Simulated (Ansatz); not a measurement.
# From Mo to W

System: Mo (Im-3m, 1 atom in the cell).
Method of run 1: DFT PBEsol, scalar-relativistic, plane waves, PAW, no spin polarisation (Ansatz 0.2.0).
System of run 2: W (Im-3m, 1 atom in the cell).

On run 1: The structure derives from a Materials Project entry. On run 2: The structure was made by swapping elements on the sites of another compound; it need not be a known phase. It belongs to a series of runs on one base structure; here: Mo -> W on all its sites, cell and atoms relaxed. Text and figures count atoms from 1; the logs count them from 0 in places.

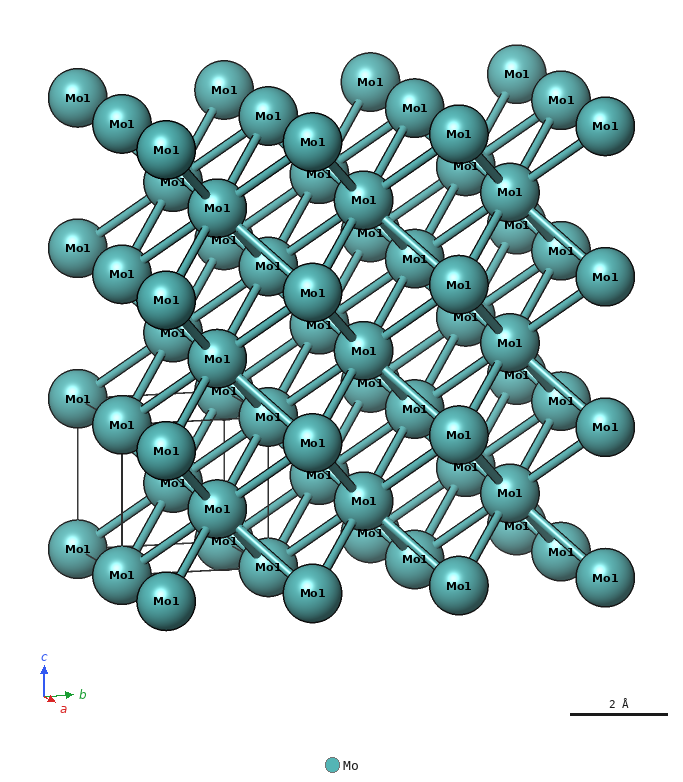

The input geometry (ball-and-stick view of the cell 2 times as large as that of the calculation, set on its symmetry axes, repeated 2 × 3 × 3, seen slightly off an axis; atoms are numbered from 1 in the order of the input). An atom can appear more than once, as a periodic image.

**The input, run 1**
```yaml
crystal:
  lattice:
    - [-1.5838089719, 1.5838089719, 1.5838089719]
    - [1.5838089719, -1.5838089719, 1.5838089719]
    - [1.5838089719, 1.5838089719, -1.5838089719]
  atoms:
    - { symbol: Mo, position: [0.0, 0.0, 0.0] }
basis:
  ecutwfc: 420
kpoints:
  mp_grid: { grid: [8, 8, 8] }
hamiltonian:
  xc: pbesol
scf:
  occupations: { method: gaussian, width: 0.1 }
output:
  forces: true
  stress: true
  eigenvalues: true
```

Launched with:
```bash
ansatz run input.yaml --threads 1 --pin off --max-ram 2560MiB --backend cpu --events-out ev --progress --plain --runs-dir out
```

Hardware: 1 thread of AMD EPYC (Zen 3), 32 GiB of memory available, shared host.

**Output, shortened to warnings, some set-up lines, iterations and results (run 1)**
```
Basis set: ecut = 420 eV, 321 PW (Γ), exchange–correlation on 40×40×40 points (8 copies of the dense FFT grid, shifted against one another)
Symmetry: 48 space group operations
k-points: 29 of 512
Initial density: superposition of atomic densities (neutral atoms: chi_scale 0, normalization atom), corrected by the library's trained network
[...]
SCF iter   1: F=—  HF=-4897.434964 eV  |F-HF|=—  |Δ(HF+E_count)|=         —  Δρ=6.28e-3  dr2=5.37e-3  ethr=1.77e-3  ⟨swp⟩=5.0  Hψ=1857  notcnv=0
SCF iter   2: F=—  HF=-4897.433078 eV  |F-HF|=—  |Δ(HF+E_count)|=   1.89e-3  Δρ=2.08e-3  dr2=2.04e-4  ethr=3.83e-5  ⟨swp⟩=2.2  Hψ=682  notcnv=0
SCF iter   3: F=—  HF=-4897.433049 eV  |F-HF|=—  |Δ(HF+E_count)|=   2.85e-5  Δρ=9.03e-4  dr2=3.65e-5  ethr=1.46e-6  ⟨swp⟩=2.0  Hψ=510  notcnv=0
SCF iter   4: F=—  HF=-4897.433048 eV  |F-HF|=—  |Δ(HF+E_count)|=   1.76e-6  Δρ=4.55e-5  dr2=9.51e-8  ethr=2.61e-7  ⟨swp⟩=2.0  Hψ=491  notcnv=0
SCF iter   5: F=-4897.433048 eV  HF=-4897.433048 eV  |F-HF|=1.19e-9  |Δ(HF+E_count)|=   8.69e-8  Δρ=8.69e-6  dr2=2.79e-9  ethr=6.79e-10  ⟨swp⟩=2.2  Hψ=494  notcnv=0
SCF iter   6: F=-4897.433048 eV  HF=-4897.433048 eV  |F-HF|=1.18e-11  |Δ(HF+E_count)|=  7.37e-10  Δρ=1.34e-6  dr2=4.62e-11  ethr=1.99e-11  ⟨swp⟩=1.8  Hψ=1005  notcnv=0
SCF 1 converged in 6 iterations: F = -4897.433048 eV  dr2 = 4.62e-11
SCF converged after 6 iterations
Free energy (F): -4897.433048 eV
Harris-Foulkes:  -4897.433048 eV  (|F-HF|=1.18e-11)
Internal energy: -4897.428849 eV  (E = F + TS)
E sigma→0 (E₀):  -4897.430948 eV
Entropy (-TS):   -0.004199 eV (-4.199 meV/atom)
Fermi energy:    20.430038 eV
--- Per-component energies (eV) ---
  E_band       = -61.790161
  E_kinetic    = 439.966885
  E_local      = -796.608211  (includes V_loc(G=0)·N_el)
  E_nonlocal   = 144.234132
  E_hartree    = 261.816585
  E_xc         = -182.141557
  E_vxc        = -228.119460  (∫ρ·V_xc dr)
  E_paw        = -3143.637327  (= ΣΔE_a)
  E_vpaw       = -144.896779  (= ΣTr[D̂ρ^β])
  E_aug_tail   = 0.000038  (compensation charges beyond the density's cutoff)
  E_ewald      = -1621.268694
  E_core_change = 0.209299  (= ΣΔE_core)
  E_smearing   = -0.004199  (= −TS)
  E_closure    = 0.000000  (closes the sum)
  Σ components = -4897.433048   (vs F -4897.433048, Δ=0.00e0)
--- Forces (eV/Å), atoms counted from 1 ---
  atom   1  Mo    -0.00000000     0.00000000     0.00000000
  max |Σ_I F_I| component: 6.27e-32 eV/Å
--- Stress (GPa, compression-positive) ---
       -8.751114       0.000000       0.000000
       -0.000000      -8.751114      -0.000000
        0.000000      -0.000000      -8.751114
  P = ⅓ Tr σ = -8.7511 GPa (-87.511 kbar)
```

The input of run 2 differs as follows (lines with − go, lines with + come):
```diff
-    - [-1.5838089719, 1.5838089719, 1.5838089719]
-    - [1.5838089719, -1.5838089719, 1.5838089719]
-    - [1.5838089719, 1.5838089719, -1.5838089719]
+    - [-1.6203678267, 1.6203678267, 1.6203678267]
+    - [1.6203678267, -1.6203678267, 1.6203678267]
+    - [1.6203678267, 1.6203678267, -1.6203678267]
-    - { symbol: Mo, position: [0.0, 0.0, 0.0] }
+    - { symbol: W, position: [0.0, 0.0, 0.0] }
```

Predict how the results change.

The total energies belong to different systems, so their difference says nothing on which is more stable or more accurate. The pressure goes from −8.75 to −22.02 GPa. The volume per atom goes from 15.89 to 17.02 Å³. The number of SCF iterations is the same.

**Output, shortened to warnings, some set-up lines, iterations and results (run 2)**
```
Basis set: ecut = 420 eV, 321 PW (Γ), exchange–correlation on 40×40×40 points (8 copies of the dense FFT grid, shifted against one another)
Symmetry: 48 space group operations
k-points: 29 of 512
Initial density: superposition of atomic densities (neutral atoms: chi_scale 0, normalization atom), corrected by the library's trained network
[...]
SCF iter   1: F=—  HF=-10256.469511 eV  |F-HF|=—  |Δ(HF+E_count)|=         —  Δρ=2.31e-3  dr2=2.24e-4  ethr=1.77e-3  ⟨swp⟩=5.1  Hψ=1692  notcnv=0
SCF iter   2: F=—  HF=-10256.469389 eV  |F-HF|=—  |Δ(HF+E_count)|=   1.23e-4  Δρ=1.16e-3  dr2=5.91e-5  ethr=1.60e-6  ⟨swp⟩=2.2  Hψ=712  notcnv=0
SCF iter   3: F=—  HF=-10256.469419 eV  |F-HF|=—  |Δ(HF+E_count)|=   3.02e-5  Δρ=2.88e-4  dr2=1.29e-5  ethr=4.22e-7  ⟨swp⟩=2.0  Hψ=466  notcnv=0
SCF iter   4: F=—  HF=-10256.469413 eV  |F-HF|=—  |Δ(HF+E_count)|=   5.75e-6  Δρ=8.46e-5  dr2=9.93e-7  ethr=9.25e-8  ⟨swp⟩=3.0  Hψ=507  notcnv=0
SCF iter   5: F=-10256.469413 eV  HF=-10256.469413 eV  |F-HF|=5.98e-9  |Δ(HF+E_count)|=   4.11e-7  Δρ=8.30e-6  dr2=8.19e-9  ethr=7.09e-9  ⟨swp⟩=2.0  Hψ=474  notcnv=0
SCF iter   6: F=-10256.469413 eV  HF=-10256.469413 eV  |F-HF|=4.98e-10  |Δ(HF+E_count)|=   2.35e-9  Δρ=2.26e-6  dr2=5.96e-10  ethr=5.85e-11  ⟨swp⟩=2.3  Hψ=1065  notcnv=0
SCF 1 converged in 6 iterations: F = -10256.469413 eV  dr2 = 5.96e-10
SCF converged after 6 iterations
Free energy (F): -10256.469413 eV
Harris-Foulkes:  -10256.469413 eV  (|F-HF|=4.98e-10)
Internal energy: -10256.469409 eV  (E = F + TS)
E sigma→0 (E₀):  -10256.469411 eV
Entropy (-TS):   -0.000003 eV (-0.003 meV/atom)
Fermi energy:    20.505554 eV
--- Per-component energies (eV) ---
  E_band       = -107.459469
  E_kinetic    = 446.770094
  E_local      = -650.376328  (includes V_loc(G=0)·N_el)
  E_nonlocal   = 2.696089
  E_hartree    = 228.625510
  E_xc         = -263.976814
  E_vxc        = -237.014309  (∫ρ·V_xc dr)
  E_paw        = -8435.740174  (= ΣΔE_a)
  E_vpaw       = -126.785283  (= ΣTr[D̂ρ^β])
  E_aug_tail   = -0.000065  (compensation charges beyond the density's cutoff)
  E_ewald      = -1584.689513
  E_core_change = 0.221792  (= ΣΔE_core)
  E_smearing   = -0.000003  (= −TS)
  E_closure    = 0.000000  (closes the sum)
  Σ components = -10256.469413   (vs F -10256.469413, Δ=0.00e0)
--- Forces (eV/Å), atoms counted from 1 ---
  atom   1  W      0.00000000     0.00000000    -0.00000000
  max |Σ_I F_I| component: 5.34e-32 eV/Å
--- Stress (GPa, compression-positive) ---
      -22.019591      -0.000000      -0.000000
       -0.000000     -22.019591       0.000000
       -0.000000       0.000000     -22.019591
  P = ⅓ Tr σ = -22.0196 GPa (-220.196 kbar)
```

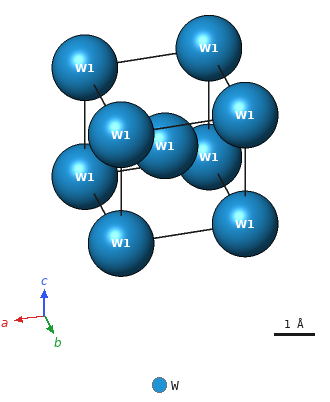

The input structure of run 2 (spheres-only view of the cell 2 times as large as that of the calculation, set on its symmetry axes, seen at an oblique angle; atoms are numbered from 1 in the order of the input). An atom can appear more than once, as a periodic image.

**The two runs side by side**

| quantity | run 1 | run 2 |
| --- | --- | --- |
| outcome | converged | converged |
| free energy per atom (eV) | −4897.4330 | −10256.4694 |
| energy per atom, smearing taken to zero (eV) | −4897.4309 | −10256.4694 |
| gap on the mesh (eV) | 0.00 | 0.00 |
| pressure (GPa) | −8.75 | −22.02 |
| volume per atom (Å³) | 15.89 | 17.02 |
| largest force (eV/Å) | 0.000 | 0.000 |
| SCF iterations | 6 | 6 |
| irreducible k-points | 29 | 29 |
| plane waves at Γ | 321 | 321 |
| wall time (shared host) | 0.72 s | 0.72 s |

For run 1: The cell is under a tension of 8.8 GPa at this level, so it is not at its equilibrium volume. For run 2: Spin–orbit coupling is left out, which matters for W. The cell is under a tension of 22 GPa at this level, so it is not at its equilibrium volume.
